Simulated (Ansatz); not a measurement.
**Run report: SrCl$_{2}$, band-structure calculation (part 2 of 2)**

The same run, continued: SrCl$_{2}$ (R3m, 3 atoms in the cell); DFT, dielectric-dependent PBE0 (fraction 1/eps_inf of PBE), plane waves, PAW, no spin polarisation (Ansatz 0.2.0); cutoff 420 eV, 6×6×6 k-mesh, fixed occupations. The structure was built on a prototype by a generator. The geometry comes from this level: r2scan-rvv10.

**File bands.tsv**
```
# k_distance	band_0	band_1	band_2	band_3	band_4	band_5	band_6	band_7	band_8	band_9	band_10	band_11	band_12	band_13	band_14	band_15
# fermi_ev = 0.561200
# lock_threshold_ev = 1e-6
# [0, 0, 0] at k_distance = 0.000000
# [-0.5, -0.5, -0.5] at k_distance = 0.512073
# [-0.5, -0.1923513184, -0.8076486816] at k_distance = 1.438848
# [-0.1923513184, 0.1923513184, -0.5] at k_distance = 1.805593
# [0, 0, -0.5] at k_distance = 2.385041
# [0, 0.3461756592, -0.3461756592] at k_distance = 2.934708
# [-0.3461756592, 0, -0.6538243408] at k_distance = 3.282605
# [-0.5, 0, -0.5] at k_distance = 3.745992
# levels_relative_to = fermi_ev
# free_energy_ev = -5716.561688
# largest_residual_norms_ev = 1.935e-4 5.644e-4 8.300e-4 8.384e-4 3.105e-4 2.740e-4 1.872e-3 1.841e-3 2.053e-3 1.868e-3 1.318e-3 2.762e-3 2.696e-3 1.599e-3 1.761e-3 2.851e-3
0.000000	-36.294874	-16.835403	-16.413531	-16.413531	-15.170215	-14.095752	-3.003703	-1.286704	-1.286704	-1.169759	-1.169759	0.000000	7.221134	9.509544	9.790921	9.790921
0.512073	-36.294852	-16.875748	-16.413574	-16.413574	-14.965789	-14.285383	-2.165904	-1.440574	-1.440574	-1.145688	-0.996722	-0.996721	8.034274	9.086103	9.642952	9.642953
1.438848	-36.273775	-17.064205	-16.582482	-16.421923	-14.666288	-14.306010	-2.363569	-2.043159	-1.936520	-1.669058	-1.311479	-0.545091	7.852935	9.883011	11.112599	11.441516
1.805593	-36.273775	-17.064205	-16.582482	-16.421923	-14.666288	-14.306010	-2.363569	-2.043159	-1.936520	-1.669058	-1.311479	-0.545091	7.852935	9.883011	11.112599	11.441516
2.385041	-36.275943	-17.083395	-16.481964	-16.471298	-14.568338	-14.423148	-2.639834	-2.297038	-1.605664	-1.551714	-1.113138	-0.386199	7.576440	10.000808	10.900432	11.295750
2.934708	-36.273616	-17.066462	-16.586132	-16.417354	-14.665372	-14.306283	-2.305144	-2.192051	-1.842010	-1.726177	-1.267131	-0.545848	7.867843	9.879495	11.240896	11.416334
3.282605	-36.273616	-17.066462	-16.586132	-16.417354	-14.665372	-14.306283	-2.305144	-2.192051	-1.842010	-1.726177	-1.267131	-0.545848	7.867843	9.879495	11.240896	11.416334
3.745992	-36.275938	-17.074920	-16.482167	-16.476768	-14.635767	-14.363011	-2.467137	-2.150373	-1.624645	-1.420419	-1.299406	-0.717997	7.484159	10.046133	10.847216	11.522536
```

**File rho_z.tsv**
```
# z_ang	rho[e/angstrom^3]
# format = ansatz-planar-average/11
# lattice	2.085742785	1.204204158	6.135043587
# lattice	-2.085742785	1.204204158	6.135043587
# lattice	0.000000000	-2.408408317	6.135043587
# sites	3
# site	38	0.000000000	-0.000000000	0.003706738
# site	17	0.000000000	-0.000000000	7.781186717
# site	17	0.000000000	-0.000000000	4.485193718
0.000000	3.127589e-1
0.219695	3.389470e-1
0.439389	3.657207e-1
0.659084	3.846020e-1
0.878779	3.885080e-1
1.098474	3.788753e-1
1.318168	3.655211e-1
1.537863	3.594234e-1
1.757558	3.640019e-1
1.977252	3.720425e-1
2.196947	3.718465e-1
2.416642	3.567180e-1
2.636337	3.294264e-1
2.856031	2.987359e-1
3.075726	2.710388e-1
3.295421	2.454849e-1
3.515115	2.172541e-1
3.734810	1.838672e-1
3.954505	1.481757e-1
4.174200	1.161824e-1
4.393894	9.272934e-2
4.613589	8.018707e-2
4.833284	8.001823e-2
5.052978	9.346640e-2
5.272673	1.204884e-1
5.492368	1.580528e-1
5.712063	1.995656e-1
5.931757	2.372476e-1
6.151452	2.667381e-1
6.371147	2.899594e-1
```

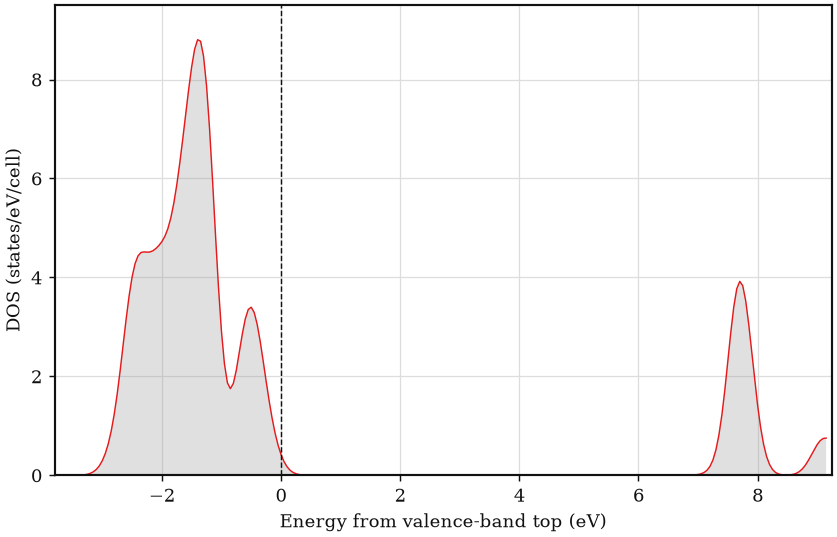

**Figure 1.** Density of states (the curve is built from the levels of the k mesh with Gaussians 0.4 eV wide, which also blur the band edges), with energies from the valence-band top. There is a gap of 7.22 eV on the k-point mesh. Small ripples come from the finite k-point mesh.

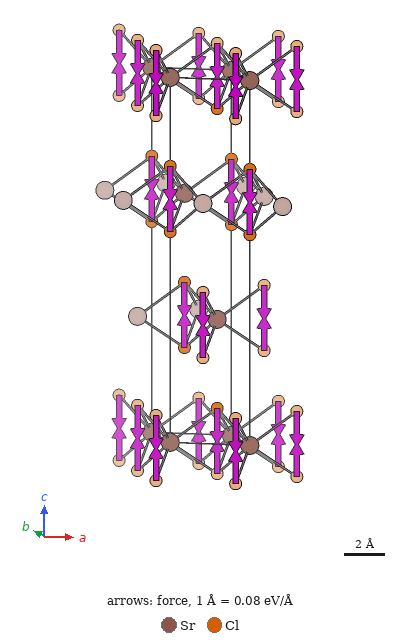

**Figure 2.** Forces on the atoms as pink arrows (ball-and-stick view of the cell 3 times as large as that of the calculation, set on its symmetry axes, seen slightly off an axis; neighbours outside the cell are drawn fainter); the smallest are left out. The largest act on Cl3 (0.15 eV/Å); Cl2 (0.14 eV/Å). Atoms are counted from 1 in the order of the input and aren't labelled in the picture. The geometry is not a stationary point of this energy.

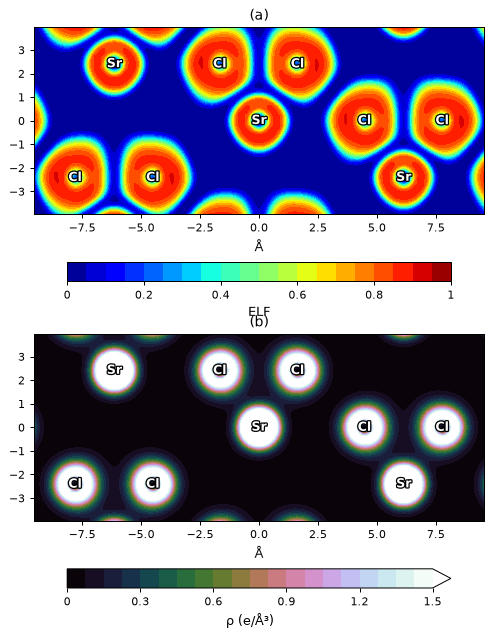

**Figure 3.** (a) ELF; (b) valence pseudo-density on the (110) plane of the conventional cell. The section cuts through Sr and Cl sites. Away from the nuclei the density in this plane falls to 0.003 e/Å³ at its lowest. The strong features right at Sr lie inside the PAW spheres (semicore, d or f shells) and say nothing about bonding. The fields are those of the smooth PAW valence density.

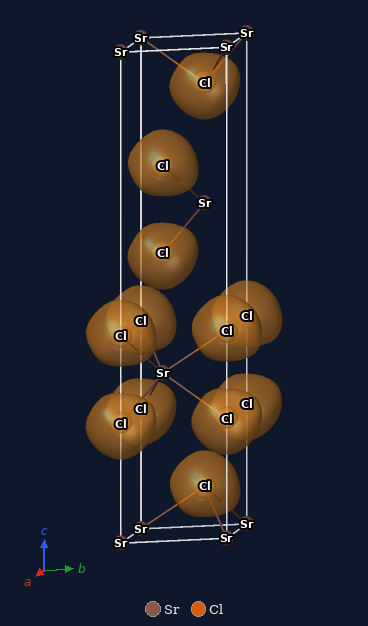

**Figure 4.** Isosurface of the electron localisation function at 0.7 (orange), seen slightly off an axis. Core shells and regions of very low density are left out. Sticks mark near contacts. The outline is the cell set on symmetry axes. Along the contacts the grid gives the following. Sr–Cl (2.92 Å): the ELF peaks at about 0.90 in the valence shell of Cl, 0.8 Å from its nucleus, and drops to about 0.10 between the two atoms, which marks ionic bonding with no shared pair.

The run was set up as follows.

**The input**
```yaml
crystal:
  lattice:
    - [2.0857427849, 1.2042041583, 6.1350435873]
    - [-2.0857427849, 1.2042041583, 6.1350435873]
    - [0.0, -2.4084083167, 6.1350435873]
  atoms:
    - { symbol: Sr, position: [0.000201397, 0.000201397, 0.000201397] }
    - { symbol: Cl, position: [0.4227726941, 0.4227726941, 0.4227726941] }
    - { symbol: Cl, position: [0.2436925755, 0.2436925755, 0.2436925755] }
  host: atoms
kpoints:
  mp_grid: { grid: [6, 6, 6] }
  band_path:
    path:
      - [0.0, 0.0, 0.0]
      - [-0.5, -0.5, -0.5]
      - [-0.5, -0.1923513184, -0.8076486816]
      - [-0.1923513184, 0.1923513184, -0.5]
      - [0.0, 0.0, -0.5]
      - [0.0, 0.3461756592, -0.3461756592]
      - [-0.3461756592, 0.0, -0.6538243408]
      - [-0.5, 0.0, -0.5]
    npoints: 1
hamiltonian:
  xc:
    exchange: pbe
    correlation: pbe
    exx: { coeff: inverse_dielectric }
scf:
  occupations: { method: fixed }
  n_extra_bands: 4
output:
  forces: true
  stress: true
  eigenvalues: true
  write_density: true
  write_potential: true
  elf: true
  volumetric_format: npy
```

Command:
```bash
ansatz run input.yaml --threads 2 --pin off --max-ram 2211MiB --backend cpu --events-out ev --progress --plain --runs-dir out
```

**Summary**

```csv
quantity,value
outcome,converged
space group (tolerance 0.01 Å),R3m (160)
electrons treated,24
free energy,−5716.5617 eV
Fermi energy,0.561 eV
gap on the k-point mesh,7.22 eV
pressure,0.53 GPa
largest force (length of the vector),0.148 eV/Å
hardware,"2 threads of Arm Neoverse V1, 24 GiB of memory available, shared host"
wall time,4.3 min (CPU time 8.3 min)
peak memory,1.9 GiB
```

**Notes**

Warnings of the run: the exchange loop's threshold is looser than advised for the stress; the SCF threshold is looser than advised for the printed stress.
